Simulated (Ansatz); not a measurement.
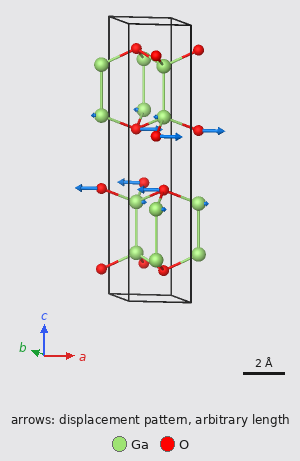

Phonons of crystalline GaO (a generated structure) at 0.98 times its rest volume, space group P6₃/mmc (No. 194), at the zone centre. The optical levels lie at 26 (×3), 75 (×2), 79 (×2), 197, 199, 397, 453 (×4), 454 (×4), 479, 487, 492 cm⁻¹. One mode is drawn. The blue arrows give the relative displacements of the atoms. The picture is a ball-and-stick view of the cell of the calculation, seen slightly off an axis.

Method: Ansatz, DFT PBE, scalar-relativistic, plane waves, PAW. Set-up: plane-wave cutoff 420 eV; k-point mesh 12 × 12 × 2; occupations fixed; no spin polarisation.

Frequencies are those without the non-analytic (LO–TO) term.

To which level does it belong?

The level at 454 cm⁻¹. This is a 4-fold mode (one member of the set is drawn), optical level 8 of 11, counted from below. All motion is along a; atoms of one kind move against one another, with no net shift of any sublattice; it stretches the shortest Ga–O bonds (1.93 Å); the kinetic energy is shared as O 83 %, Ga 17 %.

Limits of the set-up: layers or molecules are held without a dispersion correction, so their spacing is unreliable.
